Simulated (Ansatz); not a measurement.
**Fe: one change and its effect**

System: Fe (Fmmm, 1 atom in the cell).
Method of run 1: DFT, LDA, PAW with Ansatz's default frozen-core files, scalar-relativistic (Ansatz 0.2.0).

The structure derives from a Materials Project entry. Text and figures count atoms from 1; the logs count them from 0 in places.

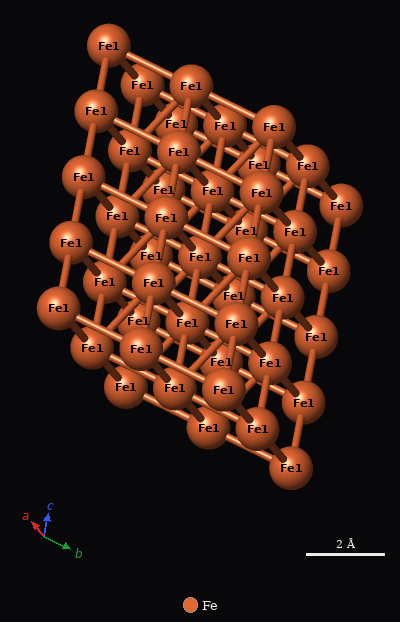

Fig. 1: The input geometry (ball-and-stick view of the reduced cell, repeated 2 × 2 × 4, seen at an oblique angle; atoms are numbered from 1 in the order of the input). An atom can appear more than once, as a periodic image. Near neighbours in the periodic cell (some may lie outside the picture): Fe has 8 Fe at 2.45 to 2.47 Å.

Input file, run 1:
```yaml
crystal:
  lattice:
    - [0.0, 1.9417396906, 1.9651051623]
    - [1.4984397099, 0.0, 1.9651051623]
    - [1.4984397099, 1.9417396906, 0.0]
  atoms:
    - { symbol: Fe, position: [0.0, 0.0, 0.0], spin: 2.2, spin_axis: [1.0, 0.0, 0.0] }
magnetization:
  noncollinear: true
  spin_spiral: { q: [0.0, 0.0, 0.0] }
kpoints:
  mp_grid: { grid: [12, 12, 12] }
scf:
  occupations: { method: fermi_dirac, width: 0.1 }
  lower_state_search: "off"
hamiltonian:
  xc: lda
  pseudopotentials: { kind: paw }
output:
  eigenvalues: false
```

Command:
```bash
ansatz run input.yaml --threads 2 --pin off --max-ram 5120MiB --backend cpu --events-out ev --progress --plain --runs-dir out
```

Hardware: 2 threads of Arm Neoverse V1, 24 GiB of memory available, shared host.

Output, shortened to warnings, some set-up lines, iterations and results (run 1):
```
Basis set: ecut = 420 eV, 221 PW (Γ)
Symmetry: 8 space group operations
k-points: 280 of 1728
Initial density: superposition of atomic densities (chi_scale 0.1, normalization cell)
[...]
SCF iter   1: F=—  HF=-4419.915097 eV  |F-HF|=—  |Δ(HF+E_count)|=         —  Δρ=9.17e-2  dr2=5.62e-1  dr2_m=5.44e-2  ethr=3.10e-3  |M|=2.05e0 ∫|m|=2.06e0 μB  |m|>n=0.0e0 …
SCF iter   2: F=—  HF=-4419.852837 eV  |F-HF|=—  |Δ(HF+E_count)|=   6.23e-2  Δρ=3.17e-2  dr2=7.93e-3  dr2_m=2.63e-2  ethr=3.10e-3  |M|=2.11e0 ∫|m|=2.15e0 μB  |m|>n=0.0e0 …
SCF iter   3: F=—  HF=-4419.836025 eV  |F-HF|=—  |Δ(HF+E_count)|=   1.68e-2  Δρ=1.27e-2  dr2=6.90e-3  dr2_m=2.36e-4  ethr=4.96e-5  |M|=2.11e0 ∫|m|=2.16e0 μB  |m|>n=0.0e0 …
SCF iter   4: F=—  HF=-4419.846100 eV  |F-HF|=—  |Δ(HF+E_count)|=   1.01e-2  Δρ=4.08e-3  dr2=3.44e-4  dr2_m=4.36e-4  ethr=4.31e-5  |M|=2.12e0 ∫|m|=2.17e0 μB  |m|>n=0.0e0 …
SCF iter   5: F=—  HF=-4419.858155 eV  |F-HF|=—  |Δ(HF+E_count)|=   1.21e-2  Δρ=2.93e-3  dr2=2.02e-4  dr2_m=2.25e-4  ethr=2.15e-6  |M|=2.13e0 ∫|m|=2.18e0 μB  |m|>n=0.0e0 …
SCF iter   6: F=—  HF=-4419.865119 eV  |F-HF|=—  |Δ(HF+E_count)|=   6.96e-3  Δρ=2.06e-3  dr2=8.99e-6  dr2_m=1.12e-4  ethr=1.26e-6  |M|=2.13e0 ∫|m|=2.19e0 μB  |m|>n=0.0e0 …
SCF iter   7: F=—  HF=-4419.869676 eV  |F-HF|=—  |Δ(HF+E_count)|=   4.56e-3  Δρ=2.99e-3  dr2=1.07e-5  dr2_m=2.35e-4  ethr=5.62e-8  |M|=2.14e0 ∫|m|=2.19e0 μB  |m|>n=0.0e0 …
SCF iter   8: F=—  HF=-4419.874487 eV  |F-HF|=—  |Δ(HF+E_count)|=   4.81e-3  Δρ=2.81e-3  dr2=6.09e-5  dr2_m=2.07e-4  ethr=5.62e-8  |M|=2.16e0 ∫|m|=2.21e0 μB  |m|>n=0.0e0 …
SCF iter   9: F=—  HF=-4419.874865 eV  |F-HF|=—  |Δ(HF+E_count)|=   3.78e-4  Δρ=4.35e-3  dr2=1.36e-3  dr2_m=1.62e-4  ethr=5.62e-8  |M|=2.16e0 ∫|m|=2.22e0 μB  |m|>n=0.0e0 …
SCF iter  10: F=—  HF=-4419.874548 eV  |F-HF|=—  |Δ(HF+E_count)|=   3.17e-4  Δρ=2.90e-4  dr2=1.23e-7  dr2_m=2.20e-6  ethr=5.62e-8  |M|=2.16e0 ∫|m|=2.22e0 μB  |m|>n=0.0e0 …
SCF iter  11: F=—  HF=-4419.874549 eV  |F-HF|=—  |Δ(HF+E_count)|=   1.41e-6  Δρ=9.53e-5  dr2=1.37e-7  dr2_m=2.38e-7  ethr=6.25e-10  |M|=2.16e0 ∫|m|=2.22e0 μB  |m|>n=0.0e0 …
SCF iter  12: F=-4419.874550 eV  HF=-4419.874550 eV  |F-HF|=1.41e-9  |Δ(HF+E_count)|=   1.55e-7  Δρ=5.64e-6  dr2=1.76e-9  dr2_m=7.62e-10  ethr=6.25e-10  |M|=2.16e0 …
SCF 1 converged in 12 iterations: F = -4419.874550 eV  dr2 = 1.76e-9
SCF converged after 12 iterations
Magnetization: |M| = 2.1644 μB,  M = (+2.1644, +0.0000, +0.0000) μB
Absolute magnetization: 2.2239 μB (∫|m|, with the PAW one-centre terms)
  site 0: m = (+2.1747, +0.0000, +0.0000) μB, |m| = 2.1747 μB  (R = 1.01 Å)
Free energy (F): -4419.874550 eV
Harris-Foulkes:  -4419.874550 eV  (|F-HF|=1.41e-9)
Internal energy: -4419.840697 eV  (E = F + TS)
E sigma→0 (E₀):  -4419.857624 eV
Entropy (-TS):   -0.033852 eV (-33.852 meV/atom)
Fermi energy:    18.040755 eV
--- Per-component energies (eV) ---
  E_band       = -216.303608
  E_kinetic    = 350.772588
  E_local      = -2076.445650  (includes V_loc(G=0)·N_el)
  E_nonlocal   = 222.481320
  E_hartree    = 868.394070
  E_xc         = -117.051122
  E_vxc        = -151.486914  (∫ρ·V_xc dr)
  E_paw        = -1305.509384  (= ΣΔE_a)
  E_vpaw       = -298.416306  (= ΣTr[D̂ρ^β])
  E_aug_tail   = 0.000924  (compensation charges beyond the density's cutoff)
  E_ewald      = -2362.884979
  E_core_change = 0.401536  (= ΣΔE_core)
  E_smearing   = -0.033852  (= −TS)
  E_closure    = 0.000000  (closes the sum)
  Σ components = -4419.874550   (vs F -4419.874550, Δ=0.00e0)
settings of this run that can trade accuracy for cost: output.eigenvalues: false. Do not mix this run's numbers with those of runs without the same settings; the input reference describes each key
```

The input of run 2 differs as follows (lines with − go, lines with + come):
```diff
-  spin_spiral: { q: [0.0, 0.0, 0.0] }
+  spin_spiral: { q: [0.5, 0.5, 0.5] }
```

Predict how the results change.

With the same functional and potentials, run 2 lies 178.0 meV per atom higher. The net moment of the cell goes from 2.16 to 1.59 μB. The SCF takes 21 iterations against 12. The irreducible k-points go from 280 to 868. On the same kind of shared host run 2 took about 6.2 times as long.

Output, shortened to warnings, some set-up lines, iterations and results (run 2):
```
Basis set: ecut = 420 eV, 221 PW (Γ)
Symmetry: 1 space group operations
k-points: 868 of 1728
Initial density: superposition of atomic densities (chi_scale 0.1, normalization cell)
[...]
SCF iter   1: F=—  HF=-4419.804800 eV  |F-HF|=—  |Δ(HF+E_count)|=         —  Δρ=1.00e-1  dr2=6.59e-1  dr2_m=6.89e-2  ethr=3.10e-3  |M|=1.64e0 ∫|m|=1.90e0 μB  |m|>n=0.0e0 …
SCF iter   2: F=—  HF=-4419.691610 eV  |F-HF|=—  |Δ(HF+E_count)|=   1.13e-1  Δρ=2.39e-2  dr2=1.18e-2  dr2_m=1.96e-2  ethr=3.10e-3  |M|=1.69e0 ∫|m|=1.94e0 μB  |m|>n=0.0e0 …
SCF iter   3: F=—  HF=-4419.688485 eV  |F-HF|=—  |Δ(HF+E_count)|=   3.13e-3  Δρ=2.17e-2  dr2=9.10e-3  dr2_m=1.54e-2  ethr=7.37e-5  |M|=1.66e0 ∫|m|=1.92e0 μB  |m|>n=0.0e0 …
SCF iter   4: F=—  HF=-4419.685521 eV  |F-HF|=—  |Δ(HF+E_count)|=   2.96e-3  Δρ=1.75e-2  dr2=3.40e-4  dr2_m=9.90e-3  ethr=5.68e-5  |M|=1.65e0 ∫|m|=1.91e0 μB  |m|>n=0.0e0 …
SCF iter   5: F=—  HF=-4419.689870 eV  |F-HF|=—  |Δ(HF+E_count)|=   4.35e-3  Δρ=1.40e-2  dr2=1.89e-5  dr2_m=6.29e-3  ethr=2.13e-6  |M|=1.65e0 ∫|m|=1.91e0 μB  |m|>n=0.0e0 …
[... 12 lines ...]
SCF iter  18: F=—  HF=-4419.696589 eV  |F-HF|=—  |Δ(HF+E_count)|=   2.65e-5  Δρ=4.09e-4  dr2=1.17e-5  dr2_m=2.79e-6  ethr=3.96e-10  |M|=1.59e0 ∫|m|=1.85e0 μB  |m|>n=0.0e0 …
SCF iter  19: F=—  HF=-4419.696586 eV  |F-HF|=—  |Δ(HF+E_count)|=   2.05e-6  Δρ=1.47e-4  dr2=1.57e-6  dr2_m=6.38e-7  ethr=3.96e-10  |M|=1.59e0 ∫|m|=1.85e0 μB  |m|>n=0.0e0 …
SCF iter  20: F=-4419.696587 eV  HF=-4419.696587 eV  |F-HF|=2.55e-9  |Δ(HF+E_count)|=   2.89e-7  Δρ=4.40e-5  dr2=5.94e-8  dr2_m=6.43e-8  ethr=3.96e-10  |M|=1.59e0 ∫|m|=1.85e0 …
SCF iter  21: F=-4419.696587 eV  HF=-4419.696587 eV  |F-HF|=1.27e-9  |Δ(HF+E_count)|=   4.42e-8  Δρ=9.41e-6  dr2=1.86e-9  dr2_m=2.83e-9  ethr=3.71e-10  |M|=1.59e0 ∫|m|=1.85e0 …
SCF 1 converged in 21 iterations: F = -4419.696587 eV  dr2 = 1.86e-9
SCF converged after 21 iterations
Magnetization: |M| = 1.5936 μB,  M = (+1.5936, -0.0000, +0.0000) μB
Absolute magnetization: 1.8473 μB (∫|m|, with the PAW one-centre terms)
  site 0: m = (+1.7906, -0.0000, +0.0000) μB, |m| = 1.7906 μB  (R = 1.01 Å)
Free energy (F): -4419.696587 eV
Harris-Foulkes:  -4419.696587 eV  (|F-HF|=1.27e-9)
Internal energy: -4419.637665 eV  (E = F + TS)
E sigma→0 (E₀):  -4419.667126 eV
Entropy (-TS):   -0.058921 eV (-58.921 meV/atom)
Fermi energy:    18.228877 eV
--- Per-component energies (eV) ---
  E_band       = -217.211160
  E_kinetic    = 350.894193
  E_local      = -2074.651627  (includes V_loc(G=0)·N_el)
  E_nonlocal   = 221.494779
  E_hartree    = 867.001789
  E_xc         = -117.142234
  E_vxc        = -151.603365  (∫ρ·V_xc dr)
  E_paw        = -1304.752044  (= ΣΔE_a)
  E_vpaw       = -297.347621  (= ΣTr[D̂ρ^β])
  E_aug_tail   = 0.000923  (compensation charges beyond the density's cutoff)
  E_ewald      = -2362.884979
  E_core_change = 0.401536  (= ΣΔE_core)
  E_smearing   = -0.058921  (= −TS)
  E_closure    = 0.000000  (closes the sum)
  Σ components = -4419.696587   (vs F -4419.696587, Δ=0.00e0)
settings of this run that can trade accuracy for cost: output.eigenvalues: false. Do not mix this run's numbers with those of runs without the same settings; the input reference describes each key
```

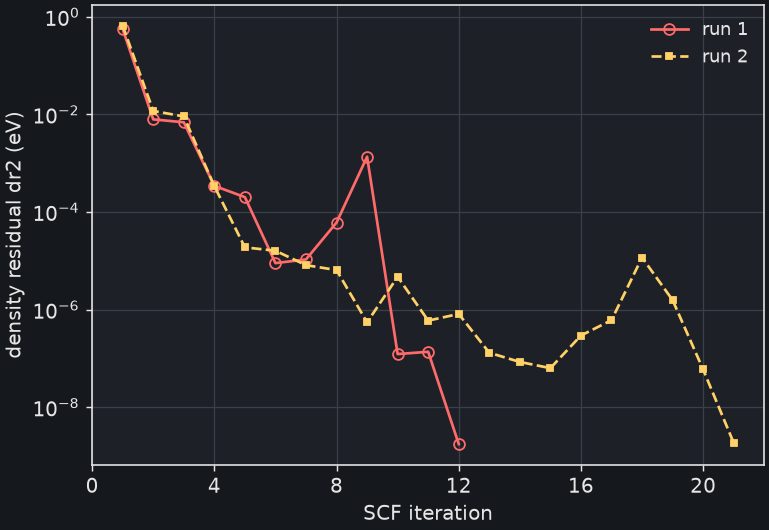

Fig. 2: Convergence of the two runs: density residual dr2 against the SCF iteration. Run 1 takes 12 iterations in all, and run 2 takes 21.

The two runs side by side:

```csv
quantity,run 1,run 2
outcome,converged,converged
free energy per atom (eV),−4419.8745,−4419.6966
"energy per atom, smearing taken to zero (eV)",−4419.8576,−4419.6671
net moment of the cell (μB),2.16,1.59
absolute moment of the cell (μB),2.22,1.85
SCF iterations,12,21
irreducible k-points,280,868
plane waves at Γ,221,221
wall time (shared host),18 s,1.9 min
```
